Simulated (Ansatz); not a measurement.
# Run report: Ir, geometry relaxation (part 3 of 3)

Continued. System: Ir (slab, 16 atoms in the cell). Method: DFT PBE+D3(BJ), scalar-relativistic, plane waves, PAW, no spin polarisation (Ansatz 0.2.0); cutoff 420 eV, 4×4×1 k-mesh, Gaussian smearing of 0.1 eV. The structure derives from an entry of the Crystallography Open Database. The input holds or restrains some coordinates. Forces given for the steps count only the free coordinates. It belongs to a series of runs on one base structure; here: clean slab, lower planes held.

Geometry of the input (Å; fractional positions):
```
5.4313  0.0000  0.0000
0.0000  5.4313  0.0000
0.0000  0.0000  21.7608
Ir 0.2500  0.2500  0.3676
Ir 0.2500  0.7500  0.3676
Ir 0.7500  0.2500  0.3676
Ir 0.7500  0.7500  0.3676
Ir 0.5000  0.5000  0.4559
Ir 0.5000  0.0000  0.4559
Ir 0.0000  0.5000  0.4559
Ir 0.0000  0.0000  0.4559
Ir 0.7500  0.7500  0.5441
Ir 0.7500  0.2500  0.5441
Ir 0.2500  0.7500  0.5441
Ir 0.2500  0.2500  0.5441
Ir 0.0000  0.0000  0.6324
Ir 0.0000  0.5000  0.6324
Ir 0.5000  0.0000  0.6324
Ir 0.5000  0.5000  0.6324
```

Output, continued
```
  k-point 2: bands = ["-87.4829", "-87.4829", "-87.4589", "-87.4589", "-87.3619", "-87.3619", "-87.3415", "-87.3415", "-86.6230", "-86.6230", "-86.6016", "-86.6016", "-86.5545", "-86.5545", "-86.5330", "-86.5330", "-44.6271", "-44.6271", "-44.5320", "-44.5320", "-44.5181", "-44.5181", "-44.4611", "-44.4611", "-44.3731", "-44.3731", "-44.2470", "-44.2470", "-44.2410", "-44.2410", "-44.2281", "-44.2281", "-44.1725", "-44.1725", "-44.1701", "-44.1701", "-44.1560", "-44.1560", "-44.0088", "-44.0088",
      "-43.7015", "-43.7015", "-43.6367", "-43.6367", "-43.5376", "-43.5376", "-43.5168", "-43.5168", "-43.4680", "-43.4680", "-43.4423", "-43.4423", "-43.3732", "-43.3732", "-43.3608", "-43.3608", "-43.3334", "-43.3334", "-43.3062", "-43.3062", "-43.2878", "-43.2878", "-43.2586", "-43.2586", "-3.3468", "-3.3468", "-2.0505", "-2.0505", "-1.1376", "-1.1376", "-1.0844", "-1.0844", "-1.0475", "-1.0475", "-0.8381", "-0.8381", "-0.8040", "-0.8040", "-0.7208", "-0.7208",
      "-0.1114", "-0.1114", "0.2075", "0.2075", "0.3807", "0.3807", "0.8654", "0.8654", "0.9645", "0.9645", "1.0322", "1.0322", "1.3112", "1.3112", "1.6972", "1.6972", "2.0800", "2.0800", "2.1085", "2.1085", "2.1323", "2.1323", "2.2749", "2.2749", "2.2886", "2.2886", "2.6168", "2.6168", "2.9166", "2.9166", "3.2124", "3.2124", "3.4329", "3.4329", "3.5258", "3.5258", "3.5619", "3.5619", "3.6101", "3.6101",
      "3.6128", "3.6128", "4.0735", "4.0735", "4.4963", "4.4963", "4.5077", "4.5077", "4.5145", "4.5145", "4.6760", "4.6760", "5.2144", "5.2144", "5.5713", "5.5713", "5.5878", "5.5878", "5.6145", "5.6145", "5.8335", "5.8335", "6.3994", "6.3994", "6.4371", "6.4371", "6.4795", "6.4795", "6.5734", "6.5734", "8.5967", "8.5967", "8.9307", "8.9307", "8.9870", "8.9870", "10.1056", "10.1056", "10.1802", "10.1802",
      "11.0095", "11.0095", "11.7152", "11.7152"]
  k-point 5: bands = ["-87.4709", "-87.4709", "-87.4709", "-87.4709", "-87.3517", "-87.3517", "-87.3517", "-87.3517", "-86.6123", "-86.6123", "-86.6123", "-86.6123", "-86.5438", "-86.5438", "-86.5438", "-86.5438", "-44.4745", "-44.4745", "-44.4745", "-44.4745", "-44.4175", "-44.4175", "-44.4175", "-44.4175", "-44.4133", "-44.4133", "-44.4133", "-44.4133", "-44.2437", "-44.2437", "-44.2437", "-44.2437", "-44.1960", "-44.1960", "-44.1960", "-44.1960", "-44.1230", "-44.1230", "-44.1230", "-44.1230",
      "-43.5262", "-43.5262", "-43.5262", "-43.5262", "-43.5259", "-43.5259", "-43.5259", "-43.5259", "-43.4550", "-43.4550", "-43.4550", "-43.4550", "-43.4541", "-43.4541", "-43.4541", "-43.4541", "-43.3645", "-43.3645", "-43.3645", "-43.3645", "-43.2953", "-43.2953", "-43.2953", "-43.2953", "-2.0166", "-2.0166", "-2.0166", "-2.0166", "-0.6536", "-0.6536", "-0.6536", "-0.6536", "-0.2593", "-0.2593", "-0.2593", "-0.2593", "-0.0178", "-0.0178", "-0.0178", "-0.0178",
      "0.1248", "0.1248", "0.1248", "0.1248", "0.5479", "0.5479", "0.5479", "0.5479", "0.7904", "0.7904", "0.7904", "0.7904", "1.1221", "1.1221", "1.1221", "1.1221", "1.5430", "1.5430", "1.5430", "1.5430", "1.8878", "1.8878", "1.8878", "1.8878", "2.9632", "2.9632", "2.9632", "2.9632", "3.1316", "3.1316", "3.1316", "3.1316", "3.2235", "3.2235", "3.2235", "3.2235", "3.6173", "3.6173", "3.6173", "3.6173",
      "3.7571", "3.7571", "3.7571", "3.7571", "3.7908", "3.7908", "3.7908", "3.7908", "4.0119", "4.0119", "4.0119", "4.0119", "4.2730", "4.2730", "4.2730", "4.2730", "5.1256", "5.1256", "5.1256", "5.1256", "5.2018", "5.2018", "5.2018", "5.2018", "6.2975", "6.2975", "6.2975", "6.2975", "6.4859", "6.4859", "6.4859", "6.4859", "8.1862", "8.1862", "8.1862", "8.1862", "10.3443", "10.3443", "10.3443", "10.3443",
      "12.3186", "12.3186", "12.3186", "12.3186"]
--- Relaxed structure (4 steps of the walk, 3 accepted, 0 SCFs on fresh bases) ---
  F+E_penalty+E_count = -190962.09026196 eV   max|allowed force component| = 4.213e-3 eV/Å
  atoms:
    - { symbol: Ir, position: [0.25, 0.25, 0.36763387920000007] }
    - { symbol: Ir, position: [0.25, 0.7500000000000001, 0.36763387920000007] }
    - { symbol: Ir, position: [0.7500000000000001, 0.25, 0.36763387920000007] }
    - { symbol: Ir, position: [0.7500000000000001, 0.7500000000000001, 0.36763387920000007] }
    - { symbol: Ir, position: [0.5, 0.5, 0.4558779597] }
    - { symbol: Ir, position: [0.5, 0.0, 0.4558779597] }
    - { symbol: Ir, position: [0.0, 0.5, 0.4558779597] }
    - { symbol: Ir, position: [0.0, 0.0, 0.4558779597] }
    - { symbol: Ir, position: [0.7500000000000001, 0.7500000000000001, 0.5450456213129702] }
    - { symbol: Ir, position: [0.7500000000000001, 0.25, 0.5450456213129702] }
    - { symbol: Ir, position: [0.25, 0.7500000000000001, 0.5450456213129702] }
    - { symbol: Ir, position: [0.25, 0.25, 0.5450456213129702] }
    - { symbol: Ir, position: [-3.895722517166735e-34, 5.443622930654318e-35, 0.6299553399627468] }
    - { symbol: Ir, position: [-3.335431047586666e-34, 0.5, 0.6299553399627468] }
    - { symbol: Ir, position: [0.5, -3.767596532157696e-35, 0.6299553399627468] }
    - { symbol: Ir, position: [0.5, 0.5, 0.6299553399627468] }
```

Trajectory as extended XYZ (Å, eV, eV/Å), 4 frames, from step=1 to step=4
```
16
Lattice="5.4313 0.0000 0.0000 0.0000 5.4313 0.0000 0.0000 0.0000 21.7608" Properties=species:S:1:pos:R:3:forces:R:3 step=1 energy=-190961.98289
Ir    1.3578    1.3578    8.0000    0.0000   0.0000   0.6913
Ir    1.3578    4.0735    8.0000    0.0000   0.0000   0.6913
Ir    4.0735    1.3578    8.0000    0.0000   0.0000   0.6913
Ir    4.0735    4.0735    8.0000    0.0000   0.0000   0.6913
Ir    2.7157    2.7157    9.9203    0.0000   0.0000  -0.7403
Ir    2.7157    0.0000    9.9203    0.0000   0.0000  -0.7403
Ir    0.0000    2.7157    9.9203    0.0000   0.0000  -0.7403
Ir    0.0000    0.0000    9.9203    0.0000   0.0000  -0.7403
Ir    4.0735    4.0735   11.8405    0.0000   0.0000   0.7403
Ir    4.0735    1.3578   11.8405    0.0000   0.0000   0.7403
Ir    1.3578    4.0735   11.8405    0.0000   0.0000   0.7403
Ir    1.3578    1.3578   11.8405    0.0000   0.0000   0.7403
Ir    0.0000    0.0000   13.7608    0.0000   0.0000  -0.6913
Ir    0.0000    2.7157   13.7608    0.0000   0.0000  -0.6913
Ir    2.7157    0.0000   13.7608    0.0000   0.0000  -0.6913
Ir    2.7157    2.7157   13.7608    0.0000   0.0000  -0.6913
16
Lattice="5.4313 0.0000 0.0000 0.0000 5.4313 0.0000 0.0000 0.0000 21.7608" Properties=species:S:1:pos:R:3:forces:R:3 step=2 energy=-190961.92058 accepted=F
Ir    1.3578    1.3578    8.0000    0.0000   0.0000   0.6961
Ir    1.3578    4.0735    8.0000    0.0000   0.0000   0.6961
Ir    4.0735    1.3578    8.0000    0.0000   0.0000   0.6961
Ir    4.0735    4.0735    8.0000    0.0000   0.0000   0.6961
Ir    2.7157    2.7157    9.9203    0.0000   0.0000  -0.9619
Ir    2.7157    0.0000    9.9203    0.0000   0.0000  -0.9619
Ir    0.0000    2.7157    9.9203    0.0000   0.0000  -0.9619
Ir    0.0000    0.0000    9.9203    0.0000   0.0000  -0.9619
Ir    4.0735    4.0735   11.8544    0.0000   0.0000  -0.8124
Ir    4.0735    1.3578   11.8544    0.0000   0.0000  -0.8124
Ir    1.3578    4.0735   11.8544    0.0000   0.0000  -0.8124
Ir    1.3578    1.3578   11.8544    0.0000   0.0000  -0.8124
Ir    0.0000    0.0000   13.6216    0.0000   0.0000   1.0773
Ir    0.0000    2.7157   13.6216    0.0000   0.0000   1.0773
Ir    2.7157    0.0000   13.6216    0.0000   0.0000   1.0773
Ir    2.7157    2.7157   13.6216    0.0000   0.0000   1.0773
16
Lattice="5.4313 0.0000 0.0000 0.0000 5.4313 0.0000 0.0000 0.0000 21.7608" Properties=species:S:1:pos:R:3:forces:R:3 step=3 energy=-190962.08863
Ir    1.3578    1.3578    8.0000    0.0000   0.0000   0.7362
Ir    1.3578    4.0735    8.0000    0.0000   0.0000   0.7362
Ir    4.0735    1.3578    8.0000    0.0000   0.0000   0.7362
Ir    4.0735    4.0735    8.0000    0.0000   0.0000   0.7362
Ir    2.7157    2.7157    9.9203    0.0000   0.0000  -0.7163
Ir    2.7157    0.0000    9.9203    0.0000   0.0000  -0.7163
Ir    0.0000    2.7157    9.9203    0.0000   0.0000  -0.7163
Ir    0.0000    0.0000    9.9203    0.0000   0.0000  -0.7163
Ir    4.0735    4.0735   11.8648    0.0000   0.0000  -0.1090
Ir    4.0735    1.3578   11.8648    0.0000   0.0000  -0.1090
Ir    1.3578    4.0735   11.8648    0.0000   0.0000  -0.1090
Ir    1.3578    1.3578   11.8648    0.0000   0.0000  -0.1090
Ir    0.0000    0.0000   13.7040    0.0000   0.0000   0.0891
Ir    0.0000    2.7157   13.7040    0.0000   0.0000   0.0891
Ir    2.7157    0.0000   13.7040    0.0000   0.0000   0.0891
Ir    2.7157    2.7157   13.7040    0.0000   0.0000   0.0891
16
Lattice="5.4313 0.0000 0.0000 0.0000 5.4313 0.0000 0.0000 0.0000 21.7608" Properties=species:S:1:pos:R:3:forces:R:3 step=4 energy=-190962.09026
Ir    1.3578    1.3578    8.0000    0.0000   0.0000   0.7281
Ir    1.3578    4.0735    8.0000    0.0000   0.0000   0.7281
Ir    4.0735    1.3578    8.0000    0.0000   0.0000   0.7281
Ir    4.0735    4.0735    8.0000    0.0000   0.0000   0.7281
Ir    2.7157    2.7157    9.9203    0.0000   0.0000  -0.7315
Ir    2.7157    0.0000    9.9203    0.0000   0.0000  -0.7315
Ir    0.0000    2.7157    9.9203    0.0000   0.0000  -0.7315
Ir    0.0000    0.0000    9.9203    0.0000   0.0000  -0.7315
Ir    4.0735    4.0735   11.8606    0.0000   0.0000   0.0042
Ir    4.0735    1.3578   11.8606    0.0000   0.0000   0.0042
Ir    1.3578    4.0735   11.8606    0.0000   0.0000   0.0042
Ir    1.3578    1.3578   11.8606    0.0000   0.0000   0.0042
Ir    0.0000    0.0000   13.7083    0.0000   0.0000  -0.0008
Ir    0.0000    2.7157   13.7083    0.0000   0.0000  -0.0008
Ir    2.7157    0.0000   13.7083    0.0000   0.0000  -0.0008
Ir    2.7157    2.7157   13.7083    0.0000   0.0000  -0.0008
```

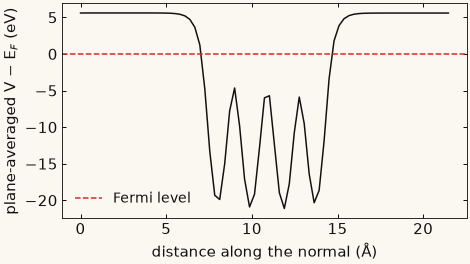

**Figure 1.** Plane average of the electrostatic potential energy of an electron across the cell, from the Fermi level. The vacuum level lies 5.60 eV above the Fermi level.

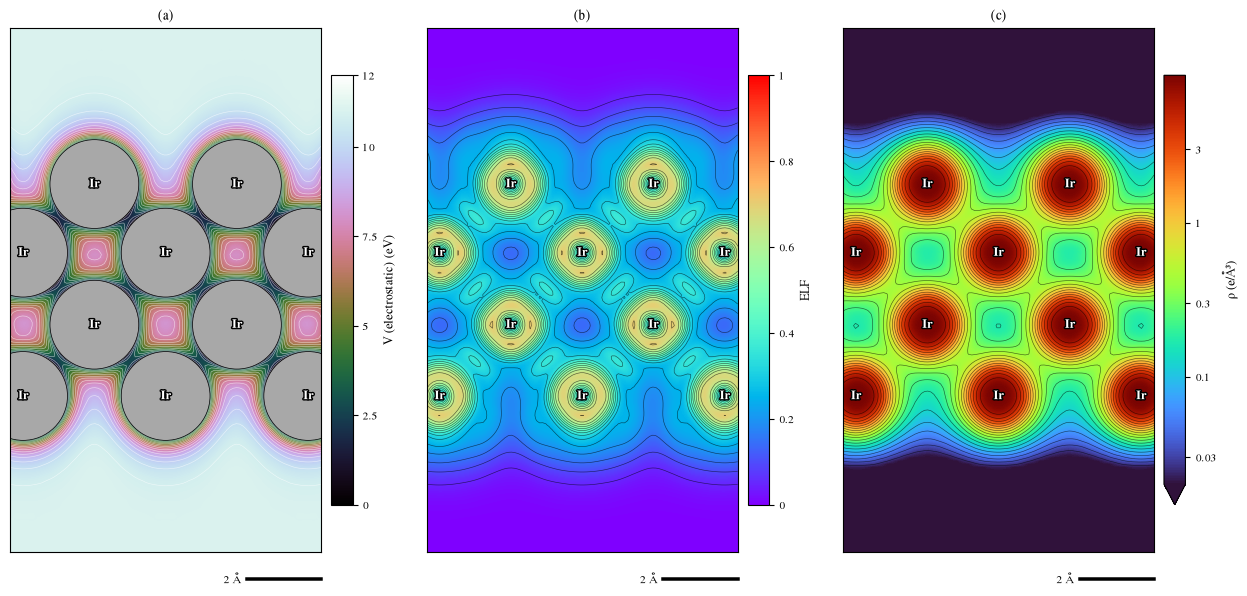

**Figure 2.** (a) electrostatic potential (local pseudopotential plus Hartree) felt by an electron; (b) ELF; (c) valence electron density on the (11̄0) plane of the calculation cell, a cut from vacuum to vacuum. Grey discs, where drawn, cover atomic cores. Atoms in the plane: Ir. Ir–Ir (2.66 Å): ρ at the midpoint is about 0.49 e/Å³; the ELF is about 0.35 at the midpoint (nearly free electrons, as in a simple metal). Ir–Ir (2.72 Å): the density is about 0.45 e/Å³ at the midpoint; the ELF is about 0.35 at the midpoint, as expected for metallic bonding. The density dies away to nearly zero in the vacuum. The strong features right at Ir lie inside the PAW spheres (semicore, d or f shells) and say nothing about bonding. The fields are those of the smooth PAW valence density.
